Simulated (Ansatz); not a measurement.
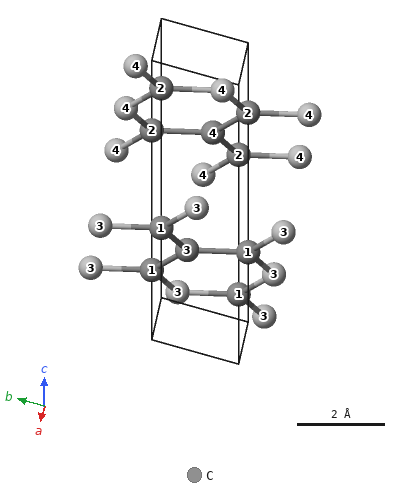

**Figure 1.** The structure as given in the input (ball-and-stick view of the cell of the calculation, seen at an oblique angle; neighbours outside the cell are drawn fainter; atoms are numbered from 1 in the order of the input). An atom can appear more than once, as a periodic image. Near neighbours in the periodic cell (some may lie outside the picture): C has 3 C at 1.42 Å.

Geometry relaxation of C

The run: geometry relaxation of C (P6₃/mmc, 4 atoms in the cell). Method and program: DFT r2SCAN, scalar-relativistic, plane waves, PAW, no spin polarisation (Ansatz 0.2.0).

The structure derives from a Materials Project entry. Figures and captions count atoms from 1; the log counts them from 0 in places.

The program's output
```
Engine: ansatz 0.2.0, x86_64-unknown-linux-gnu
Pseudopotentials: kind: paw
Pseudopotential: C, paw, valence charge 4, recommended cutoff 500 eV (meta_gga), C.paw.azcp
Functional definition: r2SCAN
  parameter k0 = 0.174
  parameter k1 = 0.065
  parameter a1 = 4.9479
  exchange = r2scan_x(k0 = k0, k1 = k1, a1 = a1)
  correlation = r2scan_c
Crystal: 4 atoms, lattice volume = 36.751 Å³
Basis set: ecut = 500 eV, 943 PW (Γ), exchange–correlation on 72×72×216 points (64 copies of the dense FFT grid, shifted against one another)
Bands: 12, of which v1, the nominal top of the filled ones, is band 8 counted from 1 (7 counted from 0)
Symmetry: 24 space group operations
Space group: P63/mmc (ITA 194), of the structure as read, at distance tolerance 3.3e-5 Å
k-points: 148 of 1944
Non-local potential: C, projectors of the file, l = 0: 2, l = 1: 2, l = 2: 1
PAW form: soft (Blöchl's): semilocal exchange-correlation on the pseudo side does not see the compensation charge
PAW frozen core: C, regenerated for the run's functional (the file was generated under x = pbe(κ = 0.804, μ = 0.2195149727645171), c = pbe(β = 0.06672455060314922))
PAW one-centre angular grid: C, 302 points (default); XC on 239 of its mesh's 2573 points in the sphere
Initial density: superposition of atomic densities (neutral atoms: chi_scale 0, normalization atom), corrected by the library's trained network
Initial wavefunctions: pseudopotential atomic-orbital guess
Functional: x = r2scan, c = r2scan; τ floored in thin density (d = 2e-4 eV/Å³)
SCF iter   1: F=—  HF=-1006.596348 eV  |F-HF|=—  |Δ(HF+E_count)|=         —  Δρ=7.37e-3  dr2=5.56e-3  dr2_τ=8.25e-1  ethr=1.77e-3  ⟨swp⟩=5.8  Hψ=10081  notcnv=0
preconditioner: auto → none  [metal: Δε(μ)=0.010 eV  Ē_g=16.612 eV  σ=0.100 eV  W_gap=0.06  n_scr=4 (ndim 8)  ℏωp=24.5 eV  f_vac=0.033  D(μ)=0.16/eV (n_scr^D=0)  sad-step TF]
SCF iter   2: F=—  HF=-1006.672420 eV  |F-HF|=—  |Δ(HF+E_count)|=   7.61e-2  Δρ=5.29e-3  dr2=3.11e-3  dr2_τ=1.35e-4  ethr=3.47e-5  ⟨swp⟩=2.0  Hψ=4736  notcnv=0
SCF iter   3: F=—  HF=-1006.672538 eV  |F-HF|=—  |Δ(HF+E_count)|=   1.18e-4  Δρ=1.32e-3  dr2=3.73e-4  dr2_τ=1.36e-4  ethr=1.94e-5  ⟨swp⟩=2.6  Hψ=3097  notcnv=0
SCF iter   4: F=—  HF=-1006.672480 eV  |F-HF|=—  |Δ(HF+E_count)|=   5.82e-5  Δρ=7.68e-4  dr2=9.82e-5  dr2_τ=6.85e-6  ethr=2.33e-6  ⟨swp⟩=1.9  Hψ=2685  notcnv=0
SCF iter   5: F=—  HF=-1006.672468 eV  |F-HF|=—  |Δ(HF+E_count)|=   1.15e-5  Δρ=9.46e-5  dr2=2.44e-6  dr2_τ=3.86e-7  ethr=6.14e-7  ⟨swp⟩=2.3  Hψ=2935  notcnv=0
SCF iter   6: F=—  HF=-1006.672468 eV  |F-HF|=—  |Δ(HF+E_count)|=   3.74e-7  Δρ=5.36e-5  dr2=4.10e-7  dr2_τ=3.16e-8  ethr=1.52e-8  ⟨swp⟩=2.5  Hψ=2988  notcnv=0
SCF iter   7: F=-1006.672468 eV  HF=-1006.672468 eV  |F-HF|=6.35e-9  |Δ(HF+E_count)|=   1.19e-7  Δρ=1.69e-5  dr2=4.49e-8  dr2_τ=4.12e-9  ethr=6.25e-10  ⟨swp⟩=5.8  Hψ=8607  notcnv=0
SCF 1 converged in 7 iterations: F = -1006.672468 eV  dr2 = 4.49e-8
  greatest PAW one-centre occupation: 0.687 electrons in one spin orbital (limit 2), on the C atom at site 1 (counted from 0), in its partial waves of l = 0
relax step   1: F+E_penalty+E_count = -1006.67246783 eV  Δ(F+E_penalty+E_count) = +0.000e0 eV  max|allowed force component| = 7.957e-16 eV/Å  Δτ_max = 0.0000 Å  P = +0.039 GPa  Ω = 36.751 Å³  (7 SCF iters, dr2 threshold 1.00e-7 eV, accepted)
Initial density: handed on by an earlier stage of this run
Initial wavefunctions: pseudopotential atomic-orbital guess (no wavefunctions were taken with the density)
iter 1 solved again at ethr=2.11e-7 eV; its pass at ethr=3.10e-3 eV (dr2=3.37e-5 eV) is discarded
SCF iter   1: F=—  HF=-1006.672467 eV  |F-HF|=—  |Δ(HF+E_count)|=         —  Δρ=1.71e-5  dr2=4.62e-8  dr2_τ=4.16e-9  ethr=2.11e-7  ⟨swp⟩=3.8  Hψ=15326  notcnv=0
preconditioner: auto → none  [metal: Δε(μ)=0.010 eV  Ē_g=16.627 eV  σ=0.100 eV  W_gap=0.06  n_scr=4 (ndim 8)  ℏωp=24.5 eV  f_vac=0.028  D(μ)=0.16/eV (n_scr^D=0)]
SCF iter   2: F=—  HF=-1006.672468 eV  |F-HF|=—  |Δ(HF+E_count)|=   1.19e-6  Δρ=7.31e-6  dr2=6.55e-9  dr2_τ=7.71e-10  ethr=2.89e-10  ⟨swp⟩=2.4  Hψ=3132  notcnv=0
SCF iter   3: F=—  HF=-1006.672468 eV  |F-HF|=—  |Δ(HF+E_count)|=   1.95e-9  Δρ=1.17e-6  dr2=1.50e-10  dr2_τ=1.51e-11  ethr=4.09e-11  ⟨swp⟩=2.2  Hψ=2886  notcnv=0
SCF iter   4: F=-1006.672468 eV  HF=-1006.672468 eV  |F-HF|=2.27e-13  |Δ(HF+E_count)|=  1.06e-10  Δρ=6.02e-8  dr2=8.35e-13  dr2_τ=9.12e-14  ethr=1.00e-12  ⟨swp⟩=5.6  Hψ=7712  notcnv=0
SCF 2 converged in 4 iterations: F = -1006.672468 eV  dr2 = 8.35e-13
relax step   2: F+E_penalty+E_count = -1006.67246783 eV  Δ(F+E_penalty+E_count) = -5.732e-9 eV  max|allowed force component| = 5.736e-16 eV/Å  Δτ_max = 0.0000 Å  P = +0.037 GPa  Ω = 36.751 Å³  stress off target by 4.33e-2 GPa  SCF on the basis re-selected at this cell (its energy is not comparable with the rows above)  (4 SCF iters)
```

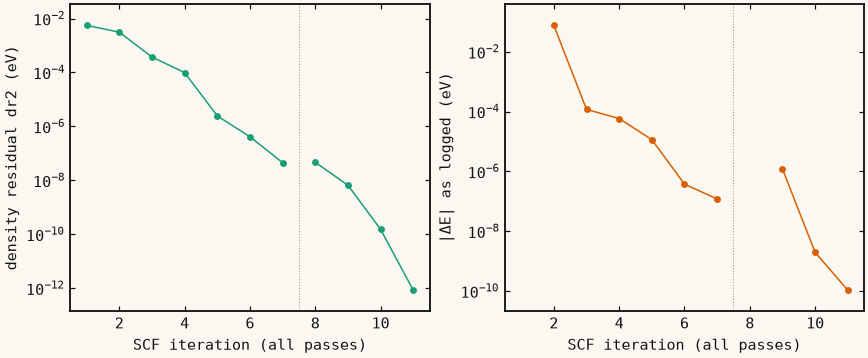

**Figure 2.** Convergence of the self-consistent field: density residual dr2 and size of the energy change against the SCF iteration. The dotted lines part the SCF passes of the relaxation: geometry steps, rejected trials and re-solves on a re-selected basis. The passes take 7 and 4 iterations.

```
basis re-selected at this cell: Δ(F+E_penalty+E_count) = -5.732e-9 eV, ΔP = -0.002 GPa vs the last step (what re-selecting the basis moved, of the pressure what is left beyond the Pulay correction that the steps carried, after the strain that the cell walked since its last selection, with what the two solves' SCF thresholds leave and, on support functions, any second-order correction that the steps lacked; it is no measure of the basis error at this ecutwfc). This SCF's stress stands 4.33e-2 GPa from its target on what of the cell is left free (relax.cell.stress_tol is 5.00e-2 GPa) and its largest allowed force component is 5.74e-16 eV/Å (relax.f_tol is 5.00e-3 eV/Å): within both
SCF converged after 4 iterations
Free energy (F): -1006.672468 eV
Harris-Foulkes:  -1006.672468 eV  (|F-HF|=2.27e-13)
Internal energy: -1006.671659 eV  (E = F + TS)
E sigma→0 (E₀):  -1006.672063 eV
Entropy (-TS):   -0.000809 eV (-0.202 meV/atom)
Fermi energy:    6.503976 eV
--- Per-component energies (eV) ---
  E_band       = -52.156231
  E_kinetic    = 363.486158
  E_local      = -661.722504  (includes V_loc(G=0)·N_el)
  E_nonlocal   = 107.803466
  E_hartree    = 206.131492
  E_xc         = -188.868121
  E_vxc        = -261.622530  (∫ρ·V_xc dr)
  E_paw        = -403.516236  (= ΣΔE_a)
  E_vpaw       = -27.015654  (= ΣTr[D̂ρ^β])
  E_aug_tail   = 0.000021  (compensation charges beyond the density's cutoff)
  E_vtau       = 14.651838  (kinetic-family band-sum trace: ∫τ·v_τ [+ j·A + Jᵃ·Aᵃ] dr)
  E_ewald      = -429.886841
  E_core_change = -0.099095  (= ΣΔE_core)
  E_smearing   = -0.000809  (= −TS)
  E_closure    = 0.000000  (closes the sum)
  Σ components = -1006.672468   (vs F -1006.672468, Δ=0.00e0)
--- Forces (eV/Å), atoms counted from 1 ---
  atom   1  C     -0.00000000    -0.00000000    -0.00000000
  atom   2  C      0.00000000     0.00000000     0.00000000
  atom   3  C      0.00000000     0.00000000     0.00000000
  atom   4  C     -0.00000000    -0.00000000    -0.00000000
  max |Σ_I F_I| component: 2.96e-16 eV/Å
--- Stress (GPa, compression-positive) ---
        0.034136      -0.000000       0.000000
        0.000000       0.034136      -0.000000
        0.000000      -0.000000       0.043304
  P = ⅓ Tr σ = 0.0372 GPa (0.372 kbar)
--- Band table (eV; the first three rows and the last of 148) ---
  k-point 0: bands = ["-14.4400", "-14.2372", "-2.3592", "-0.7831", "3.2679", "3.2679", "3.2794", "3.2794", "10.5187", "15.2597", "15.2597", "15.2955"]
  k-point 1: bands = ["-14.4270", "-14.2514", "-2.2685", "-0.9089", "3.2686", "3.2686", "3.2786", "3.2786", "10.8213", "15.2620", "15.2620", "15.2930"]
  k-point 2: bands = ["-14.3910", "-14.2897", "-2.0125", "-1.2335", "3.2707", "3.2707", "3.2765", "3.2765", "11.6700", "14.3944", "15.2684", "15.2684"]
  k-point 147: bands = ["-7.0103", "-7.0103", "-7.0071", "-7.0071", "-4.6632", "-4.6632", "6.5086", "6.5086", "6.5131", "6.5131", "17.0919", "17.0919"]
--- Relaxed structure (1 steps of the walk, 1 accepted, 1 SCFs on fresh bases) ---
  F+E_penalty+E_count = -1006.67246783 eV   max|allowed force component| = 5.736e-16 eV/Å   (the final SCF, on the basis selected at the relaxed cell)
  cell:  # Å, volume = 36.7512 Å³
    - [2.455808258508879, -2.8867573079439868e-11, 0.0]
    - [-1.2279041292294395, 2.1267923387067444, 0.0]
    - [0.0, 0.0, 7.0364238502]
  atoms:
    - { symbol: C, position: [0.0, 0.0, 0.24999999999999994] }
    - { symbol: C, position: [0.0, 0.0, 0.7499999999999998] }
    - { symbol: C, position: [0.33333333333333326, 0.6666666666666667, 0.24999999999999994] }
    - { symbol: C, position: [0.6666666666666667, 0.33333333333333326, 0.7499999999999998] }
```

Trajectory as extended XYZ (Å, eV, eV/Å), 2 frames, from step=1 to step=2
```
4
Lattice="2.4558 0.0000 0.0000 -1.2279 2.1268 0.0000 0.0000 0.0000 7.0364" Properties=species:S:1:pos:R:3:forces:R:3 step=1 energy=-1006.67247 pressure_GPa=0.04
C     0.0000    0.0000    1.7591    0.0000   0.0000   0.0000
C     0.0000    0.0000    5.2773    0.0000   0.0000   0.0000
C     0.0000    1.4179    1.7591    0.0000   0.0000   0.0000
C     1.2279    0.7089    5.2773    0.0000   0.0000   0.0000
4
Lattice="2.4558 0.0000 0.0000 -1.2279 2.1268 0.0000 0.0000 0.0000 7.0364" Properties=species:S:1:pos:R:3:forces:R:3 step=2 energy=-1006.67247 pressure_GPa=0.04
C     0.0000    0.0000    1.7591    0.0000   0.0000   0.0000
C     0.0000    0.0000    5.2773    0.0000   0.0000   0.0000
C     0.0000    1.4179    1.7591    0.0000   0.0000   0.0000
C     1.2279    0.7089    5.2773    0.0000   0.0000   0.0000
```

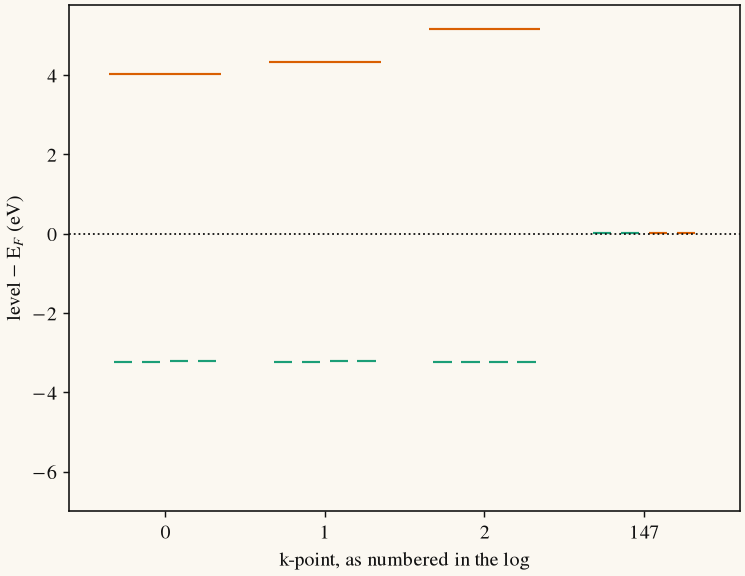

**Figure 3.** Kohn–Sham levels near the Fermi level (dotted) at the few k-points that the log prints; levels within 0.02 eV of each other stand side by side. The system is metallic on the full mesh.

The run was set up as follows.

Input
```yaml
crystal:
  lattice:
    - [2.4558082585, 0.0, 0.0]
    - [-1.2279041292, 2.1267923387, 0.0]
    - [0.0, 0.0, 7.0364238502]
  atoms:
    - { symbol: C, position: [0.0, 0.0, 0.25] }
    - { symbol: C, position: [0.0, 0.0, 0.75] }
    - { symbol: C, position: [0.3333333333, 0.6666666667, 0.25] }
    - { symbol: C, position: [0.6666666667, 0.3333333333, 0.75] }
basis:
  ecutwfc: 500
kpoints:
  mp_grid: { grid: [18, 18, 6] }
hamiltonian:
  xc: r2scan
scf:
  occupations: { method: gaussian, width: 0.1 }
output:
  forces: true
  stress: true
  eigenvalues: true
relax:
  adjacent_minimum: "off"
  f_tol: 0.005
  max_steps: 80
  cell: { stress_tol: 0.05 }
```

Launched with:
```bash
ansatz run input.yaml --threads 1 --pin off --max-ram 2560MiB --backend cpu --events-out ev --progress --plain --runs-dir out
```

Results in brief

- outcome: converged
- space group (tolerance 0.01 Å): P6₃/mmc (194)
- electrons treated: 16
- free energy: −1006.6725 eV
- Fermi energy: 6.504 eV
- gap on the k-point mesh: none (metallic)
- pressure: 0.04 GPa
- final volume: 36.75 Å³
- largest force (length of the vector) at the end: under 0.001 eV/Å
- final cell: a = 2.456 Å, b = 2.456 Å, c = 7.036 Å, α = 90.00°, β = 90.00°, γ = 120.00°
- hardware: 1 thread of Intel Xeon @ 2.50GHz (Skylake/Cascade Lake), 189 GiB of memory available, shared host
- wall time: 35 s
- peak memory: 0.46 GiB
